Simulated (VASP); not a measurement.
# Which face does Nb expose?, part 5 of 6

Aim: compare the low-index faces of Nb at one level of theory.

VASP 6.6.1; r2SCAN; plane waves and PAW (Nb_pv).

So far. Step 5 (Potential and states of the slab, 7 atoms, face Nb(110)): The vacuum level lies 4.60 eV above the Fermi level at the upper face; both faces agree, as the slab has next to no dipole. Step 6 (Relaxing the slab, 9 atoms, face Nb(100)): The run ended after 14 ionic steps, 0.295 eV below its first step, once the forces on the free atoms met EDIFFG = -0.03.

## Step 7: Potential and states of the slab, 9 atoms, face Nb(100)

INCAR

```
SYSTEM = Nb
PREC = Normal
ENCUT = 320
EDIFF = 1E-06
NELM = 120
ISMEAR = 1
SIGMA = 0.15
LREAL = .FALSE.
ALGO = Normal
METAGGA = R2SCAN
LASPH = .TRUE.
NBANDS = 61
LORBIT = 11
LWAVE = .FALSE.
LCHARG = .TRUE.
KPAR = 4
IDIPOL = 3
LDIPOL = .TRUE.
DIPOL = 0.5 0.5 0.5
LVHAR = .TRUE.
LVACPOTAV = .TRUE.
NEDOS = 1500
```

POSCAR

```
Nb
1.0
    3.3188419198      0.0000000000      0.0000000000
    0.0000000000      3.3188419198      0.0000000000
    0.0000000000      0.0000000000     28.2753676792
Nb
9
Direct
    0.0000000000      0.0000000000      0.2715173739
    0.5000000000      0.5000000000      0.3230013130
    0.0000000000      0.0000000000      0.3810342256
    0.5000000000      0.5000000000      0.4424347492
    0.0000000000      0.0000000000      0.5000000000
    0.5000000000      0.5000000000      0.5575652508
    0.0000000000      0.0000000000      0.6189657744
    0.5000000000      0.5000000000      0.6769986870
    0.0000000000      0.0000000000      0.7284826261
```

KPOINTS

```
Automatic mesh
0
Gamma
9 9 1
0 0 0
```

PAW data sets: Nb_pv (PBE family, release 64).

Command:

```console
$ mpirun -np 4 vasp_std
```

What it wrote:

```text
[... set-up lines as in an earlier step ...]
 entering main loop
       N       E                     dE             d eps       ncg     rms          rms(c)
DAV:   1     0.887419471381E+03    0.88742E+03   -0.42609E+04  2318   0.115E+03
DAV:   2    -0.165831093102E+03   -0.10533E+04   -0.10261E+04  1890   0.655E+02
DAV:   3    -0.246205123354E+03   -0.80374E+02   -0.74679E+02  2916   0.141E+02
DAV:   4    -0.252700237662E+03   -0.64951E+01   -0.62318E+01  2708   0.421E+01
DAV:   5    -0.253086246779E+03   -0.38601E+00   -0.37581E+00  3180   0.875E+00    0.754E+01
DAV:   6    -0.263374493071E+03   -0.10288E+02   -0.19890E+02  2932   0.864E+01    0.321E+01
DAV:   7    -0.421072434681E+03   -0.15770E+03   -0.26532E+03  3020   0.161E+02    0.114E+02
DAV:   8    -0.392288625639E+03    0.28784E+02   -0.33251E+02  2623   0.953E+01    0.429E+01
DAV:   9    -0.233650407033E+03    0.15864E+03   -0.29323E+02  3004   0.781E+01    0.251E+01
DAV:  10    -0.224968228244E+03    0.86822E+01   -0.11212E+02  2916   0.475E+01    0.182E+01
DAV:  11    -0.223864022683E+03    0.11042E+01   -0.14266E+01  2980   0.174E+01    0.153E+01
DAV:  12    -0.222317576966E+03    0.15464E+01   -0.17925E+00  2908   0.626E+00    0.116E+01
DAV:  13    -0.222208867609E+03    0.10871E+00   -0.14308E-01  2572   0.249E+00    0.113E+01
DAV:  14    -0.221978173786E+03    0.23069E+00   -0.32645E-02  2964   0.850E-01    0.109E+01
DAV:  15    -0.219898807966E+03    0.20794E+01   -0.20386E+00  2836   0.701E+00    0.586E+00
DAV:  16    -0.219125335326E+03    0.77347E+00   -0.26093E+00  2916   0.992E+00    0.260E+00
DAV:  17    -0.219224906903E+03   -0.99572E-01   -0.29782E-01  2564   0.335E+00    0.296E+00
DAV:  18    -0.219222293198E+03    0.26137E-02   -0.34608E-02  2860   0.140E+00    0.263E+00
DAV:  19    -0.219220223062E+03    0.20701E-02   -0.14163E-01  2900   0.211E+00    0.207E+00
DAV:  20    -0.219214749487E+03    0.54736E-02   -0.20670E-02  2604   0.913E-01    0.204E+00
DAV:  21    -0.219219813271E+03   -0.50638E-02   -0.36736E-03  2900   0.416E-01    0.195E+00
DAV:  22    -0.219209663751E+03    0.10150E-01   -0.14559E-02  2860   0.793E-01    0.141E+00
DAV:  23    -0.219209559051E+03    0.10470E-03   -0.53013E-03  2836   0.470E-01    0.911E-01
DAV:  24    -0.219209478052E+03    0.80998E-04   -0.67696E-04  2796   0.161E-01    0.824E-01
DAV:  25    -0.219209299705E+03    0.17835E-03   -0.44705E-04  2884   0.130E-01    0.721E-01
DAV:  26    -0.219209243200E+03    0.56505E-04   -0.23533E-03  2852   0.359E-01    0.300E-01
DAV:  27    -0.219209121166E+03    0.12203E-03   -0.44722E-04  2564   0.121E-01    0.273E-01
DAV:  28    -0.219209150230E+03   -0.29064E-04   -0.18325E-04  2748   0.947E-02    0.177E-01
DAV:  29    -0.219209147693E+03    0.25372E-05   -0.41258E-05  2524   0.396E-02    0.176E-01
DAV:  30    -0.219209244359E+03   -0.96667E-04   -0.18327E-04  2740   0.704E-02    0.157E-01
DAV:  31    -0.219209194387E+03    0.49972E-04   -0.97485E-05  2780   0.701E-02    0.760E-02
DAV:  32    -0.219209228007E+03   -0.33620E-04   -0.30659E-05  2428   0.325E-02    0.436E-02
DAV:  33    -0.219209219401E+03    0.86069E-05   -0.22485E-05  2436   0.280E-02    0.203E-02
DAV:  34    -0.219209242558E+03   -0.23158E-04   -0.66210E-06  2204   0.159E-02    0.685E-03
DAV:  35    -0.219209252666E+03   -0.10107E-04   -0.16293E-06  1412   0.880E-03    0.542E-03
DAV:  36    -0.219209256055E+03   -0.33894E-05   -0.10512E-06  1380   0.955E-03    0.529E-03
DAV:  37    -0.219209261661E+03   -0.56056E-05   -0.77281E-07  1316   0.694E-03    0.550E-03
DAV:  38    -0.219209266500E+03   -0.48390E-05   -0.12999E-06  1404   0.771E-03    0.630E-03
DAV:  39    -0.219209268641E+03   -0.21414E-05   -0.67496E-07  1324   0.660E-03    0.297E-03
DAV:  40    -0.219209269477E+03   -0.83611E-06   -0.21017E-07  1196   0.369E-03
 [... a notice as in an earlier step ...]

   1 F= -.21920927E+03 E0= -.21921016E+03  d E =0.265830E-02
```

It took 2.3 min on 4 MPI ranks of AMD EPYC 9R45, shared host; peak memory 0.88 GiB; 9.1 min of CPU time.

From OUTCAR (step 7):

```text
   NELECT =      99.0000    total number of electrons

 E-fermi :   1.0776

 k-point     1 :       0.0000    0.0000    0.0000
  band No.  band energies     occupation
    ...
     38      -1.6846      2.00000
     39      -1.4521      2.00000
     40      -1.1556      2.00000
     41      -0.1259      2.00000
     42       1.1080      0.66525
     43       1.2107     -0.01826
     44       1.2177     -0.03376
     45       1.2484     -0.06837
     46       1.3040     -0.05446
     47       1.3339     -0.03634
    ...

  Total       -1.7592851     -1.7592851     -0.4030715      0.0000000      0.0000000     -0.0000000
  in kB       -9.0503509     -9.0503509     -2.0735344      0.0000000      0.0000000     -0.0000000
  external PRESSURE =      -6.7247454 kB  Pullay stress =       0.0000000 kB

 POSITION                                       TOTAL-FORCE (eV/Angst)
 -----------------------------------------------------------------------------------
      0.00000      0.00000      7.67725         0.000000     -0.000000      0.004778
      1.65942      1.65942      9.13298        -0.000000     -0.000000     -0.026438
      0.00000      0.00000     10.77388         0.000000      0.000000      0.025997
      1.65942      1.65942     12.51001         0.000000      0.000000     -0.021736
      0.00000      0.00000     14.13768         0.000000      0.000000     -0.000000
      1.65942      1.65942     15.76536         0.000000      0.000000      0.021736
      0.00000      0.00000     17.50148        -0.000000      0.000000     -0.025997
      1.65942      1.65942     19.14239         0.000000      0.000000      0.026438
      0.00000      0.00000     20.59811        -0.000000      0.000000     -0.004778
 -----------------------------------------------------------------------------------
    total drift:                                0.000000      0.000000      0.000000

  FREE ENERGIE OF THE ION-ELECTRON SYSTEM (eV)
  ---------------------------------------------------
  free  energy   TOTEN  =      -219.2092694774 eV

  energy  without entropy=     -219.2119277822  energy(sigma->0) =     -219.21015558

 vacuum level on the upper side and lower side of the slab         4.611         4.611

[... 9 parts as in an earlier step ...]

[... 9 further parts left out ...]
```

Numbers from this step:

* electronic cycles: 40
* Fermi energy: 1.078 eV
* vacuum levels: 4.611, 4.611 eV
* work functions of the upper and lower face: 3.533, 3.533 eV

Zero at the Fermi level. The planar average of the electrostatic potential by height:

```
height (Å)  planar average of the electrostatic potential (eV)
         0                                                3.54
         2                                                3.54
         4                                                3.52
         6                                                2.51
         8                                               -6.25
        10                                               -4.99
        12                                               -4.35
        14                                               -5.11
        16                                               -4.89
        18                                               -5.03
        20                                               -6.42
        22                                                1.74
        24                                                3.51
        26                                                3.54
        28                                                3.54
```

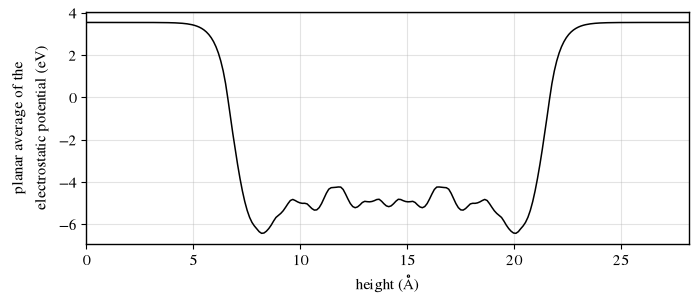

Planar average of the electrostatic potential, plotted against height.

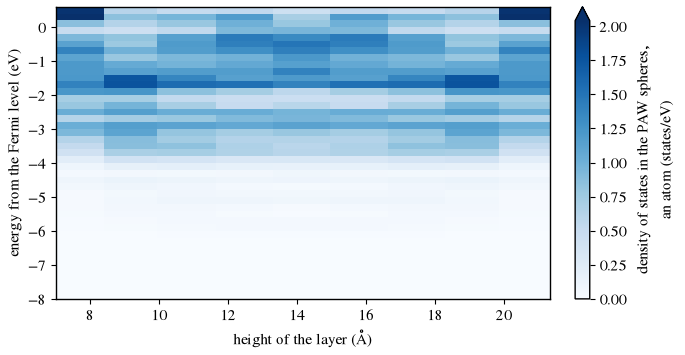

Density of states in the PAW spheres, an atom over height of the layer and energy from the Fermi level.

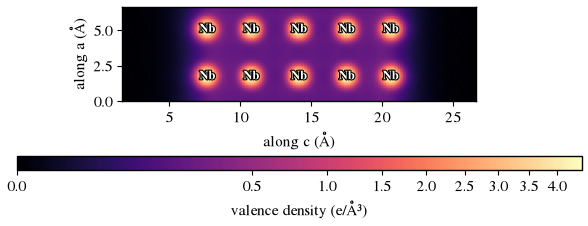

Valence density in the ca plane at fractional y = 0.000, with atoms of Nb within 0.2 Å of it. It is the smooth field of the valence electrons, not physical close to the nuclei. The map starts off the cell's origin, so that atoms lie inside it. The colour scale is stretched toward low values. The far vacuum is left out of the map.

The map of layer states is cut here 0.5 eV above the Fermi level, so it leaves out the states above that.

The vacuum level lies 3.53 eV above the Fermi level at the upper face; both faces agree, as the slab has next to no dipole.

The program found no field-free point at its default tolerance, but its printed level agrees with the flat part of the planar average.

On this mesh the fine structure of the density of states is sampling noise, and high empty states may be cut by the number of bands.

## Step 8: Relaxing the slab, 11 atoms, face Nb(111)

System of this step: Nb(111). The cell holds 11 atoms: 11 Nb. Its edges and angles: a = 4.694 Å, b = 4.694 Å, c = 24.581 Å, α = 90.0°, β = 90.0°, γ = 60.0°. It derives from Nb. 11 layers of bcc Nb, cut at this functional's lattice. Vacuum lies along c.

INCAR

```
SYSTEM = Nb
PREC = Normal
ENCUT = 320
EDIFF = 1E-05
NELM = 120
ISMEAR = 1
SIGMA = 0.15
LREAL = .FALSE.
ALGO = Normal
METAGGA = R2SCAN
LASPH = .TRUE.
NBANDS = 75
LORBIT = 11
LWAVE = .FALSE.
LCHARG = .FALSE.
KPAR = 4
IBRION = 2
NSW = 40
ISIF = 2
EDIFFG = -0.03
POTIM = 0.4
MAXMIX = 40
```

POSCAR

```
Nb
1.0
    4.6935512544      0.0000000000      0.0000000000
    2.3467756272      4.0647346202      0.0000000000
    0.0000000000      0.0000000000     24.5806713790
Nb
11
Direct
    0.6666666700      0.6666666700      0.3051177800
    0.0000000000      0.0000000000      0.3440942300
    0.3333333300      0.3333333300      0.3830706700
    0.6666666700      0.6666666700      0.4220471100
    0.0000000000      0.0000000000      0.4610235600
    0.3333333300      0.3333333300      0.5000000000
    0.6666666700      0.6666666700      0.5389764400
    0.0000000000      0.0000000000      0.5779528900
    0.3333333300      0.3333333300      0.6169293300
    0.6666666700      0.6666666700      0.6559057700
    0.0000000000      0.0000000000      0.6948822200
```

KPOINTS is that of step 7.

Command:

```console
$ mpirun -np 4 vasp_std
```

What it wrote:

```text
[banner, memory and clock lines left out]
running    4 mpi-ranks, on    1 nodes
[...]
[... a notice as in an earlier step ...]

 LDA part: xc-table for (None), standard interpolation
 POSCAR, INCAR and KPOINTS ok, starting setup
[...]
entering main loop
       N       E                     dE             d eps       ncg     rms          rms(c)
DAV:   1     0.992887138916E+03    0.99289E+03   -0.52402E+04  2352   0.108E+03
DAV:   2    -0.211536661247E+03   -0.12044E+04   -0.11661E+04  1971   0.620E+02
DAV:   3    -0.301972044829E+03   -0.90435E+02   -0.86114E+02  2792   0.140E+02
DAV:   4    -0.308436204560E+03   -0.64642E+01   -0.62591E+01  2648   0.391E+01
[...]
DAV:  30    -0.265248857976E+03   -0.55710E-04   -0.27251E-05  1600   0.278E-02    0.208E-02
DAV:  31    -0.265248915915E+03   -0.57939E-04   -0.10956E-05  1440   0.210E-02    0.196E-02
DAV:  32    -0.265248923652E+03   -0.77370E-05   -0.10764E-05  1400   0.218E-02
   1 F= -.26524892E+03 E0= -.26525031E+03  d E =-.265249E+03
[... from here on, the cycles between the ionic steps are left out ...]
   2 F= -.26558246E+03 E0= -.26558536E+03  d E =-.333535E+00
   3 F= -.26586629E+03 E0= -.26586776E+03  d E =-.617369E+00
   4 F= -.26586680E+03 E0= -.26586826E+03  d E =-.617876E+00
   5 F= -.26590604E+03 E0= -.26590665E+03  d E =-.392405E-01
   6 F= -.26595169E+03 E0= -.26594933E+03  d E =-.848889E-01
   7 F= -.26597040E+03 E0= -.26596903E+03  d E =-.187078E-01
   8 F= -.26597217E+03 E0= -.26597143E+03  d E =-.204851E-01
   9 F= -.26597212E+03 E0= -.26597128E+03  d E =-.204312E-01
  10 F= -.26597216E+03 E0= -.26597137E+03  d E =-.204681E-01
  11 F= -.26597559E+03 E0= -.26597513E+03  d E =-.343179E-02
  12 F= -.26597714E+03 E0= -.26597697E+03  d E =-.498163E-02
  13 F= -.26597823E+03 E0= -.26597786E+03  d E =-.109276E-02
 trial-energy change:   -0.001093  1 .order   -0.001041   -0.001473   -0.000608
 step:   4.0415(harm=  4.7123)  dis= 0.01313  next Energy=  -265.978376 (dE=-0.124E-02)
 reached required accuracy - stopping structural energy minimisation
```

Elapsed: 15 min, on 4 MPI ranks; peak memory 1.3 GiB.

OUTCAR, selected parts (step 8):

```text
  Total       -4.0124184     -4.0124184     -1.0703746      0.0000000      0.0000000     -0.0000000
  in kB      -13.7084799    -13.7084799     -3.6569487      0.0000000      0.0000000     -0.0000000
  external PRESSURE =     -10.3579695 kB  Pullay stress =       0.0000000 kB

 POSITION                                       TOTAL-FORCE (eV/Angst)
 -----------------------------------------------------------------------------------
      4.69355      2.70982      7.82214        -0.000000     -0.000000      0.006438
      0.00000      0.00000      8.48532        -0.000000     -0.000000      0.028771
      2.34678      1.35491      9.30675         0.000000     -0.000000      0.006703
      4.69355      2.70982     10.44516         0.000000     -0.000000      0.024638
      7.04033      4.06473     11.30883        -0.000000     -0.000000      0.001376
      2.34678      1.35491     12.29034         0.000000     -0.000000     -0.000000
      4.69355      2.70982     13.27184         0.000000     -0.000000     -0.001376
      0.00000      0.00000     14.13551        -0.000000      0.000000     -0.024638
      2.34678      1.35491     15.27392        -0.000000      0.000000     -0.006703
      4.69355      2.70982     16.09535         0.000000      0.000000     -0.028771
      0.00000      0.00000     16.75853         0.000000     -0.000000     -0.006438
 -----------------------------------------------------------------------------------
    total drift:                               -0.000009     -0.000005     -0.000006

  FREE ENERGIE OF THE ION-ELECTRON SYSTEM (eV)
  ---------------------------------------------------
  free  energy   TOTEN  =      -265.9782310400 eV

  energy  without entropy=     -265.9771263089  energy(sigma->0) =     -265.97786280

[... 1 part as in an earlier step ...]

[... 3 further parts left out ...]
[key lines of the parts left out:]
E-fermi :  -0.0023
```

The run keeps the 12 symmetry operations of its start, so it cannot find a distortion of lower symmetry.

[end of part 5 of 6]

[Lines on the potential files, build, host, timing and source positions are cut from VASP's logs without a mark.]

[Logs are printed without paths, hosts, clocks, repeated set-up lines and the standing remarks that a program may print on its own settings, such as how far it seeks lower states.]

[Hosts, paths, dates, database ids (printed as entryN), source tags and the programs' standing remarks are cut or masked in the printed files.]

[Runs that stopped without an error message from VASP are left out.]
